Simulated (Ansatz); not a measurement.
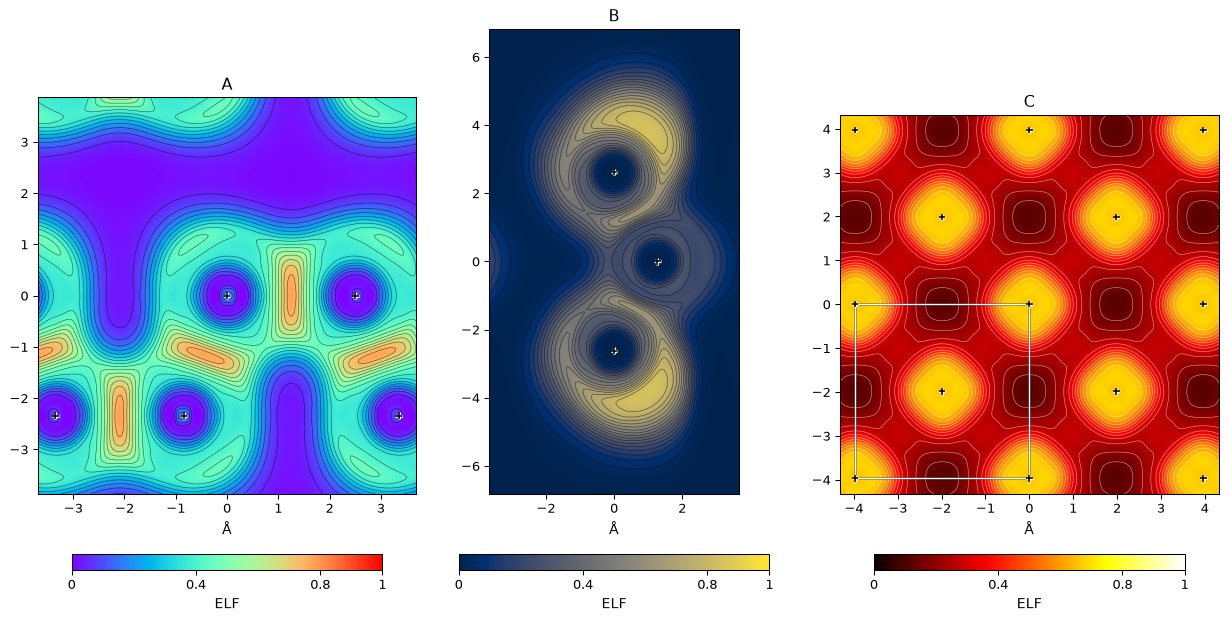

The electron localisation function of 3 systems, each on a plane through atoms (crosses mark nuclei in the plane).

These are results of DFT PBE, scalar-relativistic, plane waves, PAW in Ansatz, not measurements.

System 1: InSb (slab), the (100) plane of the calculation cell, a cut from vacuum to vacuum. 

```
CELL_PARAMETERS angstrom
4.69155 0.00000 0.00000
0.00000 6.63485 0.00000
0.00000 0.00000 19.69155
ATOMIC_POSITIONS crystal
In 0.50000 0.53796 0.40433
Sb 0.00000 0.75717 0.36716
In 0.00000 0.94894 0.49999
Sb 0.50000 0.21078 0.50001
In 0.50000 0.53797 0.59568
Sb 0.00000 0.75718 0.63284
```

System 2: Pt, the (100) plane of the conventional cell. Space group Fm-3m.

System 3: Ge, the (110) plane of the conventional cell. Space group P6₃/mmc; a structure from a database of computed crystals, not necessarily the ambient phase.

Which map belongs to which system?

Answer. Panel A is system 3, Ge: the plane holds Ge. Ge–Ge (2.49 Å): the ELF peaks at about 0.80 between the atoms. Panel B is system 1, InSb: the plane holds Sb and In. In–Sb (2.91 Å): the ELF is about 0.60 at the midpoint. Panel C is system 2, Pt: the plane holds Pt. Pt–Pt (2.81 Å): the ELF is about 0.30 at the midpoint (no shared electron pair shows on this line).
